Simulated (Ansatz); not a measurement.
A series of calculations on AlN

**1. A change**

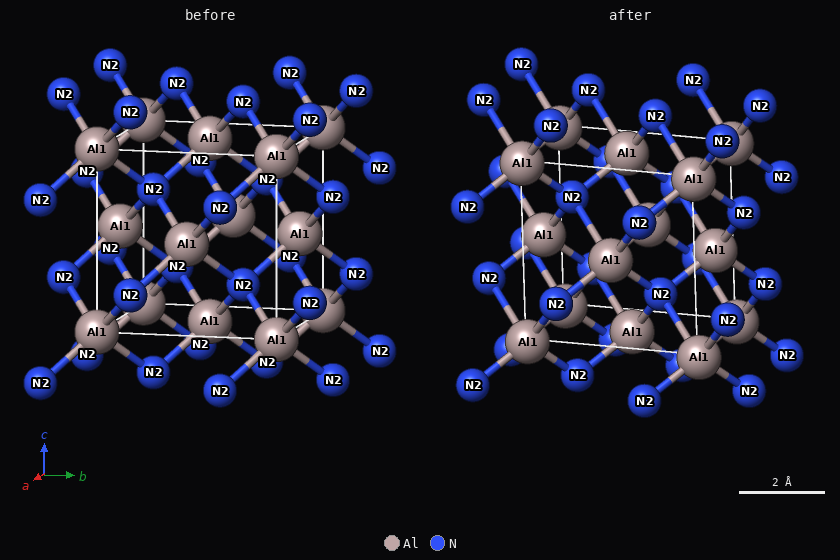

Left: a symmetric starting cell of AlN. Right: the same structure after one change, at the same scale. Style: ball-and-stick. Shown: the conventional cell (4 times the calculation's cell), slightly off an axis. Lengths and directions refer to the drawn axes.

The calculation used DFT PBEsol, scalar-relativistic, plane waves, PAW (Ansatz). (plane-wave cutoff 420 eV; k-point mesh 10 × 10 × 10; occupations gaussian; smearing width 0.02 eV; no spin polarisation)

What was changed?

Answer. The cell is strained by +4.6 % along [1 1 −1] and −7.4 % across it (volume −10.3 %) and atoms are displaced by 0.10 Å relative to the cell: Al1 0.10 Å along [1 1 −1], N2 0.10 Å along [−1 −1 1]. No relaxation follows. The starting cell wasn't computed here and needn't be at equilibrium, so pressure and forces aren't due to the change alone.

And its effect?

Answer. The pressure is 50.1 GPa (not all of it need come from the change, since the unchanged cell can be under pressure at this level too). The principal stresses (compression positive) are −7.0 GPa along [1 1 −1] and 78.7 GPa across it. The largest forces, 2.9 eV/Å, act on Al1 and N2; on N2 it points along [1 1 −1]. The forces point straight back along the displacements (cosine −1.00). Some distances before and after: Al–N 1.891 → 1.712 to 2.188 Å. The space group (tolerance 0.01 Å) goes from F-43m (No. 216) to R3m (No. 160).

**2. A change**

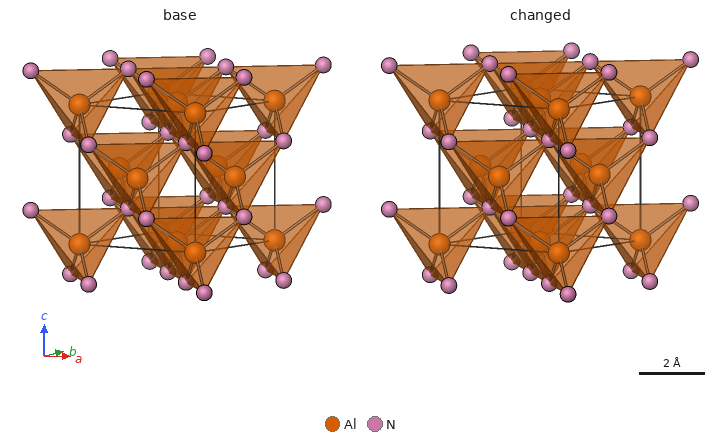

Left: a symmetric starting cell of AlN. Right: the same structure after one change, at the same scale. The picture is a polyhedral view of the conventional cell (4 times the calculation's cell), seen from a free direction. Lengths and directions refer to the drawn axes.

Computed with DFT PBEsol, scalar-relativistic, plane waves, PAW in Ansatz 0.2.0. Settings: plane-wave cutoff 420 eV; k-point mesh 10 × 10 × 10; occupations gaussian; smearing width 0.02 eV; no spin polarisation.

What was changed?

All lengths are scaled by +3.0 % (volume +9.3 %), the atoms keeping their fractional coordinates. No relaxation follows. The starting cell wasn't computed here and needn't be at equilibrium, so pressure and forces aren't due to the change alone.

And its effect?

The pressure is −14.0 GPa (not all of it need come from the change, since the unchanged cell can be under pressure at this level too). All forces vanish by symmetry. Some distances before and after: Al–N 1.891 → 1.948 Å. The space group stays F-43m (No. 216).

**3. Distortion**

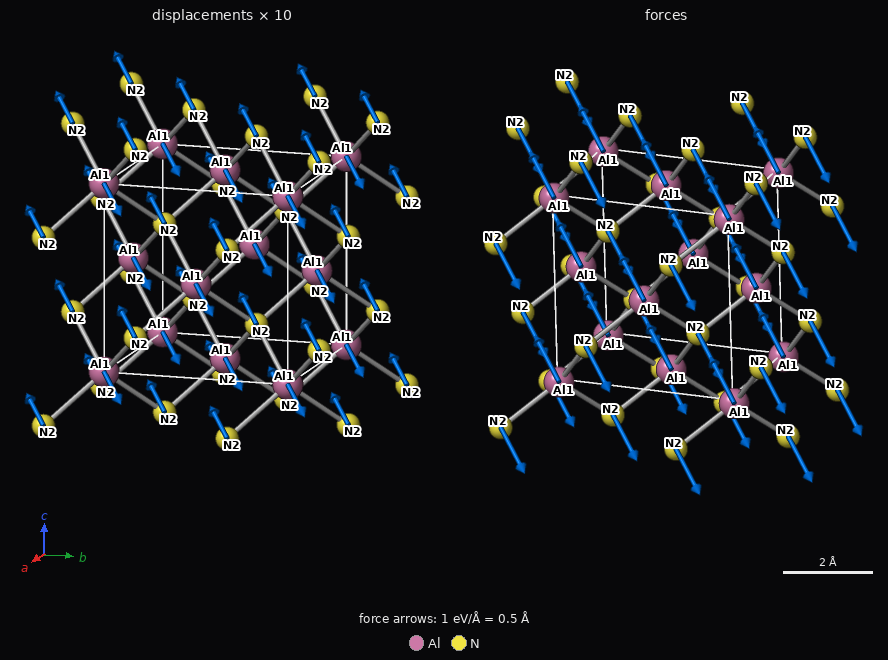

Left: a symmetric starting cell of AlN, with blue arrows for the displacements applied to it (without the part that the change of the cell carries along). Right: the displaced structure with the computed forces. Besides, the cell is strained by +4.6 % along [1 1 −1] and −7.4 % across it (volume −10.3 %). The picture is a ball-and-stick view of the conventional cell (4 times the calculation's cell), seen slightly off an axis. Lengths and directions refer to the drawn axes.

Level of theory: Ansatz, DFT PBEsol, scalar-relativistic, plane waves, PAW. Set-up: plane-wave cutoff 420 eV; k-point mesh 10 × 10 × 10; occupations gaussian; smearing width 0.02 eV; no spin polarisation.

### Where do the forces point?

Atoms are displaced by 0.10 Å relative to the cell: Al1 0.10 Å along [1 1 −1], N2 0.10 Å along [−1 −1 1]. No relaxation follows. The starting cell wasn't computed here and needn't be at equilibrium, so pressure and forces aren't due to the change alone. The pressure is 50.1 GPa (not all of it need come from the change, since the unchanged cell can be under pressure at this level too). The principal stresses (compression positive) are −7.0 GPa along [1 1 −1] and 78.7 GPa across it. The largest forces, 2.9 eV/Å, act on Al1 and N2; on N2 it points along [1 1 −1]. The forces point straight back along the displacements (cosine −1.00). Among the bonded contacts that change: Al–N 1.891 → 1.712 to 2.188 Å. The space group (tolerance 0.01 Å) goes from F-43m (No. 216) to R3m (No. 160).

**4. Distortion**

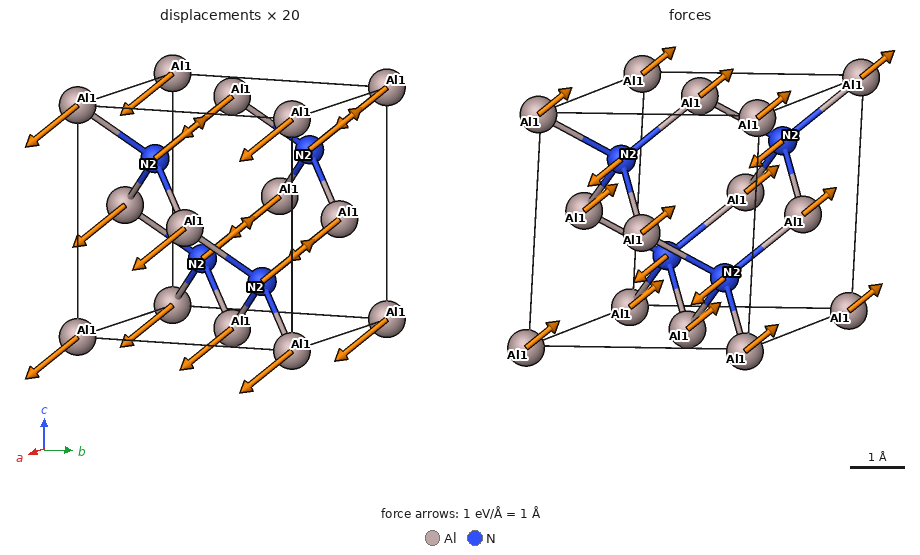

Left: a symmetric starting cell of AlN, with orange arrows for the displacements applied to it (without the part that the change of the cell carries along). Right: the displaced structure with the computed forces. Besides, the cell is strained by +8.4 % along [1 −1 −1] and −3.6 % across it (volume +0.6 %). Style: ball-and-stick. Shown: the conventional cell (4 times the calculation's cell), slightly off an axis. Lengths and directions refer to the drawn axes.

Theory: DFT PBEsol, scalar-relativistic, plane waves, PAW in Ansatz. Settings: plane-wave cutoff 420 eV; k-point mesh 10 × 10 × 10; occupations gaussian; smearing width 0.02 eV; no spin polarisation.

**Where do the forces point?**

Atoms are displaced by 0.07 Å relative to the cell: Al1 0.07 Å along [1 −1 −1], N2 0.07 Å along [−1 1 1]. No relaxation follows. The starting cell wasn't computed here and needn't be at equilibrium, so pressure and forces aren't due to the change alone. Near-neighbour distances before and after: Al–N 1.891 → 1.901 to 1.919 Å. The space group (tolerance 0.01 Å) goes from F-43m (No. 216) to R3m (No. 160). The pressure is −0.7 GPa (not all of it need come from the change, since the unchanged cell can be under pressure at this level too). The principal stresses (compression positive) are −29.1 GPa along [1 −1 −1] and 13.5 GPa across it. The largest forces, 0.84 eV/Å, act on Al1 and N2; on Al1 it points along [−1 1 1]. The forces point straight back along the displacements (cosine −1.00).
